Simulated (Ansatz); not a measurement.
Input file:

```
crystal:
  lattice:
    - [3.0941201754, -5.3591733602, 0.0]
    - [-6.1882403609, 5.8e-09, 0.0]
    - [0.0, 0.0, -10.1293392025]
  atoms:
    - { symbol: Ti, position: [0.3326518225, 0.166145969, 0.0644053179], spin: 2.0 }
    - { symbol: Si, position: [0.8326105586, 0.1660534907, 0.0616418513] }
    - { symbol: Si, position: [0.3327609966, 0.6662016756, 0.0616421738] }
    - { symbol: Si, position: [0.8326074587, 0.6661898569, 0.0616443231] }
    - { symbol: Si, position: [0.1657707926, 0.3330274033, 0.5615860314] }
    - { symbol: Si, position: [0.6664289234, 0.3330299417, 0.5615846968] }
    - { symbol: Si, position: [0.1657700396, 0.8323660384, 0.5615864331] }
    - { symbol: Si, position: [0.6659890735, 0.8328067025, 0.5619105203] }
    - { symbol: Si, position: [0.500085617, 0.5010026869, 0.3137780145] }
    - { symbol: Si, position: [0.9993295608, 0.4994791754, 0.3113391011] }
    - { symbol: Si, position: [0.5000890473, 0.9987108808, 0.3137793983] }
    - { symbol: Si, position: [0.9977995693, 0.998708695, 0.313777942] }
    - { symbol: Si, position: [0.5000346219, -0.0012179902, 0.8096035996] }
    - { symbol: Si, position: [0.9979143615, -0.0012261832, 0.8096060936] }
    - { symbol: Si, position: [0.5000339454, 0.5008973025, 0.8096053041] }
    - { symbol: Si, position: [0.9993289196, 0.4994804665, 0.8117173507] }
    - { symbol: C, position: [0.332664798, 0.1661426608, 0.2621112969] }
    - { symbol: C, position: [0.8324114059, 0.1656426258, 0.2501330463] }
    - { symbol: C, position: [0.3331644995, 0.6663952697, 0.25013057] }
    - { symbol: C, position: [0.8324035976, 0.6663878531, 0.2501324078] }
    - { symbol: C, position: [0.1657059107, 0.3331003945, 0.7495511583] }
    - { symbol: C, position: [0.6665726896, 0.3331087151, 0.7495503671] }
    - { symbol: C, position: [0.1657054827, 0.8322402063, 0.7495530955] }
    - { symbol: C, position: [0.6659935144, 0.832818814, 0.7471543521] }
    - { symbol: C, position: [-0.0020608705, -0.0012196554, 0.5005344663] }
    - { symbol: C, position: [0.5000171472, -0.0012170499, 0.5005333889] }
    - { symbol: C, position: [-0.0006778625, 0.4994723756, 0.4986302637] }
    - { symbol: C, position: [0.5000153542, 0.5008598459, 0.5005317348] }
    - { symbol: C, position: [0.5065379569, 0.5139067347, 0.9950162446] }
    - { symbol: C, position: [0.9993302182, 0.4994850543, 0.999618297] }
    - { symbol: C, position: [0.506537497, 0.9922805713, 0.9950152227] }
    - { symbol: C, position: [0.9848905745, 0.9922619585, 0.9950160132] }
  host:
    lattice:
      - [3.0941201805, -2.9e-09, 0.0]
      - [-1.5470600877, 2.6795866801, 0.0]
      - [0.0, 0.0, 10.1293392025]
    atoms:
      - { symbol: Si, position: [0.6666666667, 0.3333333333, 0.9378441878] }
      - { symbol: Si, position: [0.3333333333, 0.6666666667, 0.4378441878] }
      - { symbol: Si, position: [0.0, 0.0, 0.6878995566] }
      - { symbol: Si, position: [0.0, 0.0, 0.1878995566] }
      - { symbol: C, position: [0.6666666667, 0.3333333333, 0.749807446] }
      - { symbol: C, position: [0.3333333333, 0.6666666667, 0.249807446] }
      - { symbol: C, position: [0.0, 0.0, 0.5004478097] }
      - { symbol: C, position: [0.0, 0.0, 0.0004478097] }
basis:
  ecutwfc: 420
  xc_grid: 2
kpoints:
  mp_grid: { grid: [2, 2, 2], shift: [0.0, 0.0, 0.0] }
hamiltonian:
  xc: pbe
scf:
  occupations: { method: gaussian, width: 0.01 }
output:
  forces: true
  stress: false
  eigenvalues: true
  populations: true
  charged_corrections:
    defect_position: [0.33333333, 0.16666667, 0.06215581]
    epsilon: [[10.3445, 0.0, 0.0], [0.0, 10.3445, 0.0], [0.0, 0.0, 11.0257]]
  write_density: true
  write_potential: true
  elf: true
  volumetric_format: npy
magnetization:
  spin_polarized: true
relax:
  adjacent_minimum: "off"
  f_tol: 0.025
  max_steps: 45
```

Launched as:

```sh
ansatz run input.yaml --threads 4 --pin off --max-ram 8192MiB --backend cpu --events-out ev --progress --plain --runs-dir out
```

The fields are those of the relaxed geometry.

The program warned that a starting moment wasn't kept; spin-polarised, but the moments vanished.

Level of theory: Ansatz 0.2.0, DFT PBE, scalar-relativistic, plane waves, PAW.

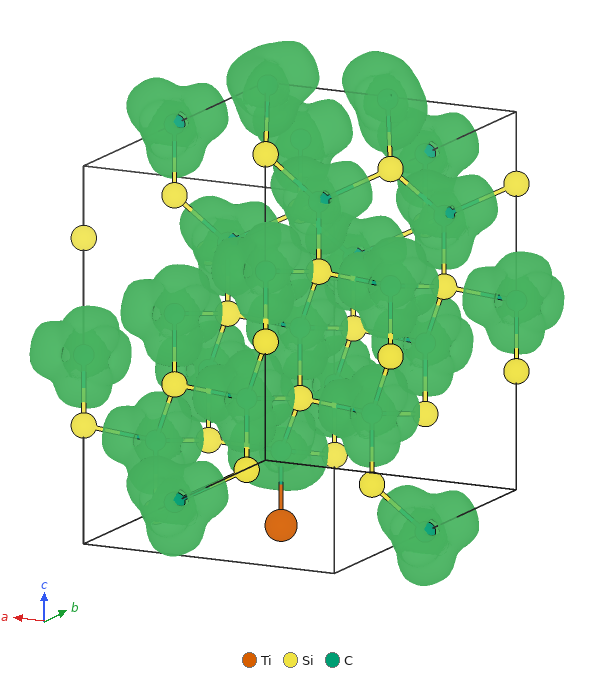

TiSi15C16 (cell with a defect). Isosurface of the ELF at 0.7 (green), seen at an oblique angle. Only the valence region is drawn (cores and ρ < 0.01 e/Å³ removed). Sticks mark near contacts.

Where are the electrons localised?

Answer. At this value the surface marks out 16 regions on C in which the atom's valence shell and bonds are merged, counted in one cell of 32 atoms. Any copies at cell faces, edges or corners count once. Along the contacts the grid gives the following. Si–C (1.87 Å): the ELF peaks at about 0.90 between the atoms (a covalent bond). Ti–C (1.99 Å): the ELF peaks at about 0.85 in the valence shell of C, 0.7 Å from its nucleus, and is about 0.45 at the midpoint.
